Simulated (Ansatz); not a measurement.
# Geometry relaxation of FeCo2H4 (part 2 of 5)

Continued. System: FeCo2H4 (C2/m, 14 atoms in the cell). Method: DFT with PBE, PAW plane waves, U = 4.93 eV, J = 0.93 eV on Co d, spin-polarised (Ansatz 0.2.0); cutoff 420 eV, 4×4×3 k-mesh, Fermi–Dirac smearing, collinear spins. The structure is a generated one, with these elements put on the sites of a known structure type; it need not be a known phase.

Geometry of the input (Å; fractional positions):
```
3.0913  3.0513  0.0000
3.0913  -3.0513  0.0000
0.3540  0.0000  -6.2735
H  0.2720  0.2720  0.5130
H  0.7280  0.7280  0.4870
Fe 0.0000  0.0000  0.0000
H  0.2530  0.2530  0.8810
H  0.7470  0.7470  0.1190
H  0.4200  0.4200  0.2840
H  0.5800  0.5800  0.7160
H  0.2230  0.7770  0.0000
H  0.7770  0.2230  0.0000
Fe 0.5000  0.5000  0.5000
Co 0.5700  0.0200  0.7550
Co 0.9800  0.4300  0.2450
Co 0.4300  0.9800  0.2450
Co 0.0200  0.5700  0.7550
```

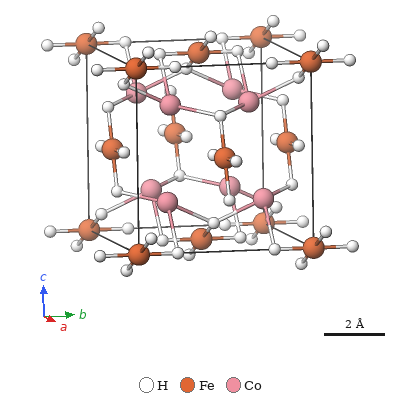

Fig. 1: The starting structure (ball-and-stick view of the cell 2 times as large as that of the calculation, set on its symmetry axes, seen slightly off an axis; bonded neighbours outside the cell are drawn too).

What the program printed, continued:
```
SCF iter   1: F=—  HF=-29576.724637 eV  |F-HF|=—  |Δ(HF+E_count)|=         —  Δρ=2.73e-2 (↑9.63e-3 ↓2.73e-2)  dr2=5.39e-2  dr2_m=2.77e-1  M=11.606 μB ∫|m|=12.052 μB  β_m=0.30  ethr=5.09e-5  ⟨swp⟩=2.2  Hψ=20359  notcnv=0
preconditioner: auto → Kerker (q_TF=auto, 2.687 Å⁻¹)  [metal: Δε(μ)=0.024 eV  Ē_g=9.766 eV  σ=0.100 eV  W_gap=0.06  n_scr=36 (ndim 8)  ℏωp=26.4 eV  f_vac=0.036  D(μ)=4.30/eV (n_scr^D=36)]
spin=Collinear: Kerker preconditioning applied to the charge; magnetization (m = ρ↑ − ρ↓) channel mixes plain (no charge-response kernel on spin).
SCF iter   2: F=—  HF=-29577.418277 eV  |F-HF|=—  |Δ(HF+E_count)|=   6.94e-1  Δρ=1.92e-2 (↑6.79e-3 ↓1.92e-2)  dr2=2.61e-2  dr2_m=1.36e-1  M=11.615 μB ∫|m|=12.041 μB  β_m=0.30  ethr=4.99e-5  ⟨swp⟩=2.0  Hψ=6864  notcnv=0
SCF iter   3: F=—  HF=-29577.896077 eV  |F-HF|=—  |Δ(HF+E_count)|=   4.78e-1  Δρ=1.29e-2 (↑5.04e-3 ↓1.29e-2)  dr2=3.35e-2  dr2_m=6.81e-2  M=11.622 μB ∫|m|=12.033 μB  β_m=0.30  ethr=2.42e-5  ⟨swp⟩=2.0  Hψ=6864  notcnv=0
SCF iter   4: F=—  HF=-29578.213646 eV  |F-HF|=—  |Δ(HF+E_count)|=   3.18e-1  Δρ=6.94e-3 (↑4.68e-3 ↓6.94e-3)  dr2=5.09e-3  dr2_m=3.51e-2  M=11.610 μB ∫|m|=12.026 μB  β_m=0.30  ethr=2.42e-5  ⟨swp⟩=2.0  Hψ=6865  notcnv=0
SCF iter   5: F=—  HF=-29578.383313 eV  |F-HF|=—  |Δ(HF+E_count)|=   1.70e-1  Δρ=4.25e-3 (↑3.85e-3 ↓4.25e-3)  dr2=1.14e-3  dr2_m=1.74e-2  M=11.598 μB ∫|m|=12.022 μB  β_m=0.30  ethr=4.71e-6  ⟨swp⟩=2.0  Hψ=6860  notcnv=0
SCF iter   6: F=—  HF=-29578.471404 eV  |F-HF|=—  |Δ(HF+E_count)|=   8.81e-2  Δρ=2.91e-3 (↑2.77e-3 ↓2.91e-3)  dr2=4.45e-4  dr2_m=8.62e-3  M=11.601 μB ∫|m|=12.026 μB  β_m=0.30  ethr=1.06e-6  ⟨swp⟩=2.0  Hψ=6804  notcnv=0
SCF iter   7: F=—  HF=-29578.517147 eV  |F-HF|=—  |Δ(HF+E_count)|=   4.57e-2  Δρ=2.05e-3 (↑1.92e-3 ↓2.05e-3)  dr2=1.17e-4  dr2_m=4.25e-3  M=11.600 μB ∫|m|=12.025 μB  β_m=0.30  ethr=4.12e-7  ⟨swp⟩=2.1  Hψ=6040  notcnv=0
SCF iter   8: F=—  HF=-29578.540676 eV  |F-HF|=—  |Δ(HF+E_count)|=   2.35e-2  Δρ=1.40e-3 (↑1.39e-3 ↓1.40e-3)  dr2=2.41e-5  dr2_m=2.10e-3  M=11.600 μB ∫|m|=12.026 μB  β_m=0.30  ethr=1.09e-7  ⟨swp⟩=2.0  Hψ=6216  notcnv=0
Mixer restart at iter 8: flushing history
spin-set hold released at iteration 8 (site moments contracting): the magnetisation degrees of freedom join the quasi-Newton model from the next iteration; the mixer history was flushed
SCF iter   9: F=—  HF=-29578.552458 eV  |F-HF|=—  |Δ(HF+E_count)|=   1.18e-2  Δρ=9.88e-4 (↑9.77e-4 ↓9.88e-4)  dr2=3.08e-5  dr2_m=1.04e-3  M=11.600 μB ∫|m|=12.026 μB  β_m=0.65  ethr=2.24e-8  ⟨swp⟩=2.0  Hψ=6999  notcnv=0
SCF iter  10: F=—  HF=-29578.564447 eV  |F-HF|=—  |Δ(HF+E_count)|=   1.20e-2  Δρ=7.22e-4 (↑2.82e-4 ↓7.22e-4)  dr2=1.36e-3  dr2_m=6.10e-5  M=11.599 μB ∫|m|=12.026 μB  β_m=0.42  ethr=2.24e-8  ⟨swp⟩=2.8  Hψ=8662  notcnv=0
SCF iter  11: F=—  HF=-29578.564391 eV  |F-HF|=—  |Δ(HF+E_count)|=   5.56e-5  Δρ=1.72e-4 (↑7.73e-5 ↓1.72e-4)  dr2=7.43e-5  dr2_m=7.27e-6  M=11.600 μB ∫|m|=12.027 μB  β_m=0.45  ethr=2.24e-8  ⟨swp⟩=2.0  Hψ=6769  notcnv=0
SCF iter  12: F=—  HF=-29578.564399 eV  |F-HF|=—  |Δ(HF+E_count)|=   7.79e-6  Δρ=9.87e-5 (↑3.12e-5 ↓9.87e-5)  dr2=2.06e-5  dr2_m=2.37e-6  M=11.601 μB ∫|m|=12.028 μB  β_m=0.53  ethr=2.24e-8  ⟨swp⟩=2.4  Hψ=5054  notcnv=0
SCF iter  13: F=—  HF=-29578.564408 eV  |F-HF|=—  |Δ(HF+E_count)|=   8.27e-6  Δρ=9.90e-5 (↑4.93e-5 ↓9.90e-5)  dr2=2.29e-5  dr2_m=1.08e-6  M=11.600 μB ∫|m|=12.027 μB  β_m=0.45  ethr=1.91e-8  ⟨swp⟩=2.2  Hψ=4852  notcnv=0
SCF iter  14: F=—  HF=-29578.564411 eV  |F-HF|=—  |Δ(HF+E_count)|=   3.41e-6  Δρ=3.90e-5 (↑1.36e-5 ↓3.90e-5)  dr2=1.42e-6  dr2_m=3.67e-7  M=11.601 μB ∫|m|=12.028 μB  β_m=0.73  ethr=1.91e-8  ⟨swp⟩=1.2  Hψ=4333  notcnv=0
SCF iter  15: F=—  HF=-29578.564418 eV  |F-HF|=—  |Δ(HF+E_count)|=   7.53e-6  Δρ=4.67e-5 (↑1.30e-5 ↓4.67e-5)  dr2=2.29e-6  dr2_m=4.88e-7  M=11.601 μB ∫|m|=12.028 μB  β_m=0.73  ethr=1.31e-9  ⟨swp⟩=2.0  Hψ=5517  notcnv=0
SCF iter  16: F=—  HF=-29578.564425 eV  |F-HF|=—  |Δ(HF+E_count)|=   6.41e-6  Δρ=5.31e-5 (↑2.25e-5 ↓5.31e-5)  dr2=4.13e-6  dr2_m=5.21e-7  M=11.601 μB ∫|m|=12.028 μB  β_m=0.34  ethr=1.31e-9  ⟨swp⟩=2.0  Hψ=6760  notcnv=0
SCF iter  17: F=—  HF=-29578.564435 eV  |F-HF|=—  |Δ(HF+E_count)|=   9.82e-6  Δρ=3.41e-5 (↑4.66e-6 ↓3.41e-5)  dr2=7.83e-7  dr2_m=3.00e-7  M=11.601 μB ∫|m|=12.028 μB  β_m=0.31  ethr=1.31e-9  ⟨swp⟩=2.0  Hψ=6760  notcnv=0
SCF iter  18: F=—  HF=-29578.564449 eV  |F-HF|=—  |Δ(HF+E_count)|=   1.46e-5  Δρ=2.91e-5 (↑4.08e-6 ↓2.91e-5)  dr2=2.30e-7  dr2_m=2.25e-7  M=11.601 μB ∫|m|=12.028 μB  β_m=0.42  ethr=7.25e-10  ⟨swp⟩=2.0  Hψ=6840  notcnv=0
SCF iter  19: F=—  HF=-29578.564473 eV  |F-HF|=—  |Δ(HF+E_count)|=   2.38e-5  Δρ=2.74e-5 (↑3.80e-6 ↓2.74e-5)  dr2=3.10e-7  dr2_m=1.94e-7  M=11.601 μB ∫|m|=12.028 μB  β_m=0.29  ethr=2.13e-10  ⟨swp⟩=2.6  Hψ=7404  notcnv=0
SCF iter  20: F=—  HF=-29578.564509 eV  |F-HF|=—  |Δ(HF+E_count)|=   3.55e-5  Δρ=2.33e-5 (↑2.98e-6 ↓2.33e-5)  dr2=2.49e-7  dr2_m=1.42e-7  M=11.601 μB ∫|m|=12.028 μB  β_m=0.50  ethr=2.13e-10  ⟨swp⟩=3.0  Hψ=9006  notcnv=0
SCF iter  21: F=—  HF=-29578.564546 eV  |F-HF|=—  |Δ(HF+E_count)|=   3.76e-5  Δρ=2.06e-5 (↑7.88e-6 ↓2.06e-5)  dr2=3.00e-7  dr2_m=1.09e-7  M=11.601 μB ∫|m|=12.028 μB  β_m=1.00  ethr=2.13e-10  ⟨swp⟩=3.0  Hψ=9237  notcnv=0
SCF iter  22: F=—  HF=-29578.564569 eV  |F-HF|=—  |Δ(HF+E_count)|=   2.31e-5  Δρ=2.43e-5 (↑8.97e-6 ↓2.43e-5)  dr2=5.64e-7  dr2_m=1.43e-7  M=11.601 μB ∫|m|=12.028 μB  β_m=1.00  ethr=2.13e-10  ⟨swp⟩=3.1  Hψ=9603  notcnv=0
SCF iter  23: F=—  HF=-29578.564574 eV  |F-HF|=—  |Δ(HF+E_count)|=   4.42e-6  Δρ=4.27e-5 (↑2.40e-5 ↓4.27e-5)  dr2=3.42e-6  dr2_m=2.35e-7  M=11.601 μB ∫|m|=12.028 μB  β_m=1.00  ethr=2.13e-10  ⟨swp⟩=2.6  Hψ=7317  notcnv=0  recentre
SCF iter  24: F=—  HF=-29578.564577 eV  |F-HF|=—  |Δ(HF+E_count)|=   3.09e-6  Δρ=3.33e-5 (↑6.58e-6 ↓3.33e-5)  dr2=1.07e-6  dr2_m=2.28e-7  M=11.601 μB ∫|m|=12.028 μB  β_m=1.00  ethr=2.13e-10  ⟨swp⟩=2.5  Hψ=7153  notcnv=0
SCF iter  25: F=—  HF=-29578.564579 eV  |F-HF|=—  |Δ(HF+E_count)|=   2.56e-6  Δρ=3.95e-5 (↑2.22e-5 ↓3.95e-5)  dr2=3.43e-6  dr2_m=1.59e-7  M=11.601 μB ∫|m|=12.028 μB  β_m=1.00  ethr=2.13e-10  ⟨swp⟩=2.2  Hψ=7018  notcnv=0
SCF iter  26: F=—  HF=-29578.564582 eV  |F-HF|=—  |Δ(HF+E_count)|=   2.28e-6  Δρ=6.50e-5 (↑3.81e-5 ↓6.50e-5)  dr2=1.03e-5  dr2_m=2.85e-7  M=11.600 μB ∫|m|=12.027 μB  β_m=0.77  ethr=2.13e-10  ⟨swp⟩=2.3  Hψ=7050  notcnv=0  recentre
SCF iter  27: F=—  HF=-29578.564583 eV  |F-HF|=—  |Δ(HF+E_count)|=   8.61e-7  Δρ=5.12e-5 (↑2.80e-5 ↓5.12e-5)  dr2=5.88e-6  dr2_m=2.09e-7  M=11.601 μB ∫|m|=12.028 μB  β_m=0.34  ethr=2.13e-10  ⟨swp⟩=2.7  Hψ=7198  notcnv=0
SCF iter  28: F=—  HF=-29578.564586 eV  |F-HF|=—  |Δ(HF+E_count)|=   3.89e-6  Δρ=1.86e-5 (↑9.61e-6 ↓1.86e-5)  dr2=4.95e-7  dr2_m=8.42e-8  M=11.601 μB ∫|m|=12.028 μB  β_m=0.63  ethr=2.13e-10  ⟨swp⟩=2.2  Hψ=7024  notcnv=0
SCF iter  29: F=—  HF=-29578.564590 eV  |F-HF|=—  |Δ(HF+E_count)|=   3.17e-6  Δρ=3.56e-5 (↑9.36e-6 ↓3.56e-5)  dr2=2.37e-6  dr2_m=2.12e-7  M=11.601 μB ∫|m|=12.028 μB  β_m=0.48  ethr=2.13e-10  ⟨swp⟩=2.2  Hψ=7015  notcnv=0  recentre
SCF iter  30: F=—  HF=-29578.564590 eV  |F-HF|=—  |Δ(HF+E_count)|=   8.94e-7  Δρ=2.00e-5 (↑8.52e-6 ↓2.00e-5)  dr2=7.02e-7  dr2_m=6.91e-8  M=11.601 μB ∫|m|=12.028 μB  β_m=0.33  ethr=2.13e-10  ⟨swp⟩=2.0  Hψ=6942  notcnv=0
SCF iter  31: F=—  HF=-29578.564593 eV  |F-HF|=—  |Δ(HF+E_count)|=   2.21e-6  Δρ=1.48e-5 (↑5.11e-6 ↓1.48e-5)  dr2=2.22e-7  dr2_m=6.65e-8  M=11.601 μB ∫|m|=12.028 μB  β_m=0.61  ethr=2.13e-10  ⟨swp⟩=2.3  Hψ=7018  notcnv=0
SCF iter  32: F=—  HF=-29578.564595 eV  |F-HF|=—  |Δ(HF+E_count)|=   2.65e-6  Δρ=1.33e-5 (↑7.43e-6 ↓1.33e-5)  dr2=2.20e-7  dr2_m=3.24e-8  M=11.601 μB ∫|m|=12.028 μB  β_m=0.79  ethr=2.05e-10  ⟨swp⟩=2.5  Hψ=7253  notcnv=0
SCF iter  33: F=—  HF=-29578.564597 eV  |F-HF|=—  |Δ(HF+E_count)|=   1.22e-6  Δρ=1.48e-5 (↑7.79e-6 ↓1.48e-5)  dr2=4.69e-7  dr2_m=3.07e-8  M=11.601 μB ∫|m|=12.029 μB  β_m=0.81  ethr=2.04e-10  ⟨swp⟩=2.3  Hψ=7024  notcnv=0
SCF iter  34: F=—  HF=-29578.564597 eV  |F-HF|=—  |Δ(HF+E_count)|=   5.49e-7  Δρ=1.96e-5 (↑1.07e-5 ↓1.96e-5)  dr2=7.57e-7  dr2_m=3.19e-8  M=11.601 μB ∫|m|=12.029 μB  β_m=0.72  ethr=2.04e-10  ⟨swp⟩=2.1  Hψ=6967  notcnv=0
SCF iter  35: F=—  HF=-29578.564597 eV  |F-HF|=—  |Δ(HF+E_count)|=   1.12e-7  Δρ=1.66e-5 (↑6.76e-6 ↓1.66e-5)  dr2=5.68e-7  dr2_m=3.18e-8  M=11.601 μB ∫|m|=12.029 μB  β_m=0.86  ethr=2.04e-10  ⟨swp⟩=2.0  Hψ=6158  notcnv=0
SCF iter  36: F=—  HF=-29578.564597 eV  |F-HF|=—  |Δ(HF+E_count)|=   1.43e-7  Δρ=1.23e-5 (↑5.82e-6 ↓1.23e-5)  dr2=3.04e-7  dr2_m=1.82e-8  M=11.602 μB ∫|m|=12.029 μB  β_m=0.93  ethr=2.04e-10  ⟨swp⟩=2.5  Hψ=6522  notcnv=0
SCF iter  37: F=—  HF=-29578.564598 eV  |F-HF|=—  |Δ(HF+E_count)|=   1.80e-7  Δρ=1.59e-5 (↑7.86e-6 ↓1.59e-5)  dr2=5.24e-7  dr2_m=2.60e-8  M=11.601 μB ∫|m|=12.029 μB  β_m=0.84  ethr=2.04e-10  ⟨swp⟩=2.1  Hψ=5503  notcnv=0
SCF iter  38: F=—  HF=-29578.564598 eV  |F-HF|=—  |Δ(HF+E_count)|=   1.82e-7  Δρ=1.01e-5 (↑6.33e-6 ↓1.01e-5)  dr2=1.69e-7  dr2_m=1.08e-8  M=11.601 μB ∫|m|=12.029 μB  β_m=0.92  ethr=2.04e-10  ⟨swp⟩=2.1  Hψ=5427  notcnv=0
SCF iter  39: F=—  HF=-29578.564598 eV  |F-HF|=—  |Δ(HF+E_count)|=   3.44e-7  Δρ=2.62e-5 (↑1.11e-5 ↓2.62e-5)  dr2=1.65e-6  dr2_m=7.78e-8  M=11.602 μB ∫|m|=12.029 μB  β_m=0.70  ethr=1.57e-10  ⟨swp⟩=2.0  Hψ=6854  notcnv=0  recentre
SCF iter  40: F=—  HF=-29578.564598 eV  |F-HF|=—  |Δ(HF+E_count)|=   3.94e-7  Δρ=1.94e-5 (↑1.11e-5 ↓1.94e-5)  dr2=7.80e-7  dr2_m=2.66e-8  M=11.602 μB ∫|m|=12.029 μB  β_m=0.58  ethr=1.57e-10  ⟨swp⟩=2.1  Hψ=6951  notcnv=0
SCF iter  41: F=—  HF=-29578.564599 eV  |F-HF|=—  |Δ(HF+E_count)|=   9.34e-7  Δρ=3.15e-5 (↑1.39e-5 ↓3.15e-5)  dr2=2.37e-6  dr2_m=1.06e-7  M=11.602 μB ∫|m|=12.029 μB  β_m=0.34  ethr=1.57e-10  ⟨swp⟩=2.2  Hψ=7002  notcnv=0  recentre
SCF iter  42: F=-29578.564600 eV  HF=-29578.564600 eV  |F-HF|=1.38e-8  |Δ(HF+E_count)|=   2.10e-7  Δρ=7.39e-6 (↑3.88e-6 ↓7.39e-6)  dr2=7.19e-8  dr2_m=1.27e-8  M=11.602 μB ∫|m|=12.029 μB  ethr=9.26e-11  ⟨swp⟩=6.2  Hψ=22821  notcnv=0
SCF 1 converged in 42 iterations: F = -29578.564600 eV  dr2 = 7.19e-8
  greatest PAW one-centre occupation: 1.003 electrons in one spin orbital (limit 2), on the Co atom at site 13 (counted from 0), in its partial waves of l = 1
Initial density: handed on by an earlier stage of this run
Initial wavefunctions: those handed on with the density
iter 1 solved again at ethr=8.94e-6 eV; its pass at ethr=3.10e-3 eV (dr2=9.66e-3 eV) is discarded
```
